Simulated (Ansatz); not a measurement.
## Electronic structure of BeS in real space

Input

```
crystal:
  lattice:
    - [2.4399511275, 0.0, 0.0]
    - [0.0, 2.4399511275, 0.0]
    - [0.0, 0.0, 4.488972734]
  atoms:
    - { symbol: Be, position: [0.0, 0.0, 0.0] }
    - { symbol: S, position: [0.0, 0.0, 0.5] }
basis:
  ecutwfc: 420
kpoints:
  mp_grid: { grid: [22, 22, 12] }
hamiltonian:
  xc: pbe
scf:
  occupations: { method: gaussian, width: 0.1 }
output:
  forces: true
  stress: true
  eigenvalues: true
  write_density: true
  write_potential: true
  elf: true
  volumetric_format: npy
relax:
  adjacent_minimum: "off"
  f_tol: 0.01
  max_steps: 80
  cell: { stress_tol: 0.05 }
```

Run with:

```sh
ansatz run input.yaml --threads 1 --pin off --max-ram 2560MiB --backend cpu --events-out ev --progress --plain --runs-dir out
```

Below, planes, directions and counts refer to the conventional cell (a = 2.47 Å, b = 2.47 Å, c = 4.41 Å, α = 90.00°, β = 90.00°, γ = 90.00°).

The fields are those of the relaxed geometry.

Space group P4/mmm; a structure generated by program, which may or may not match a known phase.

Method: Ansatz 0.2.0, DFT PBE, scalar-relativistic, plane waves, PAW.

The density is the valence pseudo-density of a PAW calculation; it isn't the true density close to the nuclei.

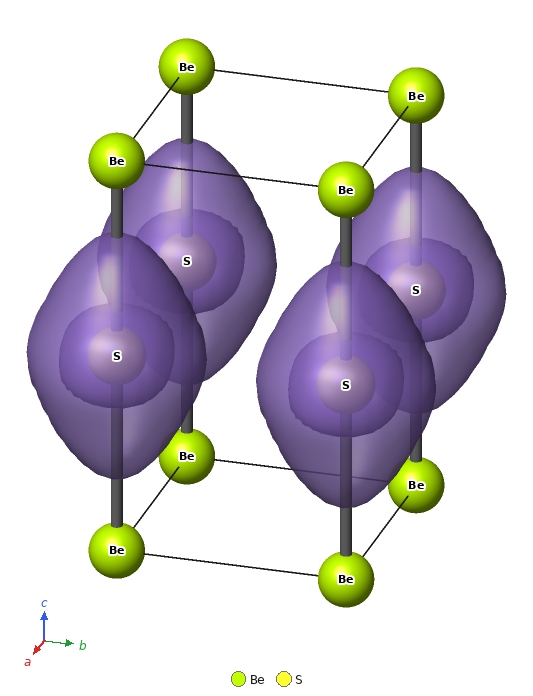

Figure 1. Isosurface of the electron localisation function at 0.75 (purple), seen at an oblique angle. Core shells and regions of very low density are left out. Sticks mark near contacts.

Where are the electrons localised?

The surface consists of one region wrapped around S (its valence shell), counted in one cell of 2 atoms. Any copies at cell faces, edges or corners count once.


Be–S (2.20 Å): the ELF peaks at about 0.90 between the atoms.

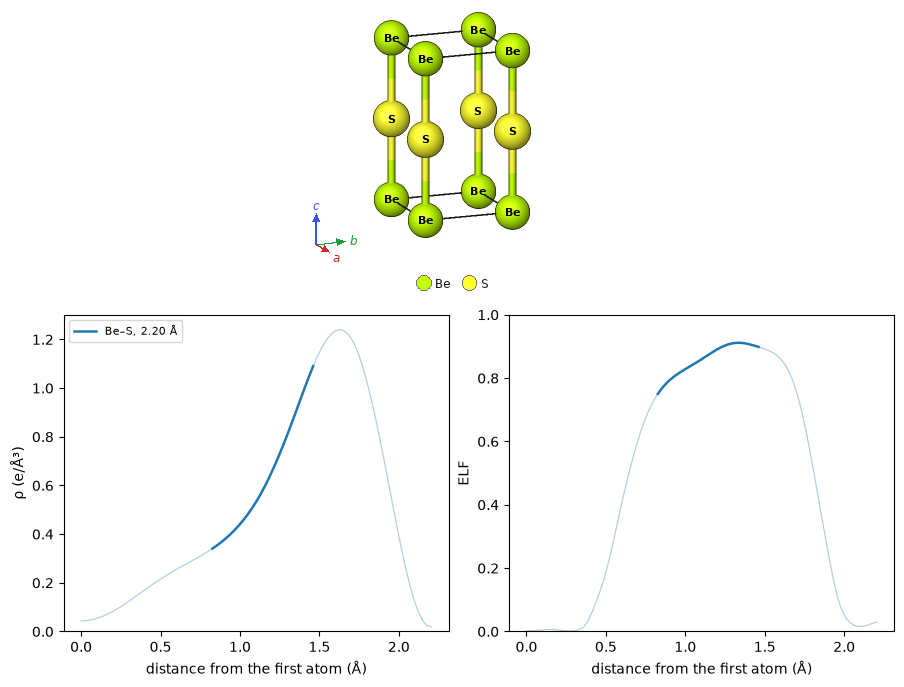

Figure 2. Valence charge density (pseudo) and electron localisation function along straight lines between neighbouring atoms. Thin, pale parts lie inside the atomic spheres. The structure is drawn too.

What can be read from the curves?

Be–S (2.20 Å): the density is about 0.53 e/Å³ at the midpoint; the ELF peaks at about 0.90 between the atoms.

Does the calculation make it a metal, or give it a gap?

It is gapless in this calculation (a metal or semimetal).
